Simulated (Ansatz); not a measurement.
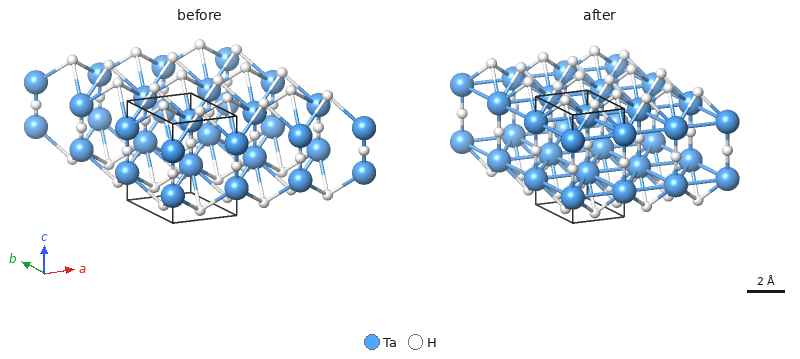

The structure of crystalline Ta2H3 (a generated structure, set up in P6/mmm) (coarse preliminary run) before (left) and after (right) a relaxation, at one scale.

A ball-and-stick model of the cell of the calculation, repeated 3 × 3 × 1 with one cell outlined, seen from a free direction.

The calculation used DFT PBE, scalar-relativistic, plane waves, PAW (Ansatz 0.2.0).

Input
```yaml
crystal:
  lattice:
    - [3.58560313, 0.0, 0.0]
    - [-1.79280157, 3.1052234, 0.0]
    - [0.0, 0.0, 6.19717331]
  atoms:
    - { symbol: Ta, position: [0.0, 0.0, 0.27562868] }
    - { symbol: Ta, position: [0.0, 0.0, 0.72437132] }
    - { symbol: H, position: [0.0, 0.0, 0.5] }
    - { symbol: H, position: [0.33333333, 0.66666667, 0.0] }
    - { symbol: H, position: [0.66666667, 0.33333333, 0.0] }
basis:
  ecutwfc: 420
kpoints:
  mp_grid: { grid: [6, 6, 4] }
hamiltonian:
  xc: pbe
scf:
  occupations: { method: gaussian, width: 0.1 }
  lower_state_search: "off"
output:
  forces: true
  stress: true
  eigenvalues: true
relax:
  adjacent_minimum: "off"
  f_tol: 0.04
  max_steps: 70
  cell: { stress_tol: 0.4 }
```

Launched with:
```bash
ansatz run input.yaml --threads 1 --pin off --max-ram 2560MiB --backend cpu --events-out ev --progress --plain --runs-dir out
```

Q: Summarise the run.

A: After 8 accepted moves (11 points after the start) the energy has fallen by 1197 meV per atom. Largest force component: 9.2 eV/Å at the start, 0.0086 eV/Å at the end. The pressure goes from −6.99 to −0.13 GPa. The line search rejected the trial steps at points 6, 8 of the run. The SCF was repeated once at an unchanged geometry on a basis and grid sized afresh for the cell, which shifted the energy by 0.6 meV per atom at most. The largest moves relative to the cell, 0.27 Å, are those of Ta1 and Ta2. Ta1 goes along −c. H stays in place. The drawn cell changes as follows: a = b 3.586 → 2.899 Å (−19.1 %), c 6.197 → 6.748 Å (+8.9 %); the volume changes by −28.8 %. Among the contacts that change: Ta1–Ta2 2.781 → 3.564 Å, Ta1–Ta1 3.586 → 2.899 Å, Ta1–H3 1.390 → 1.782 Å, Ta1–H4 2.684 → 2.310 Å. The space group stays P6/mmm (No. 191).
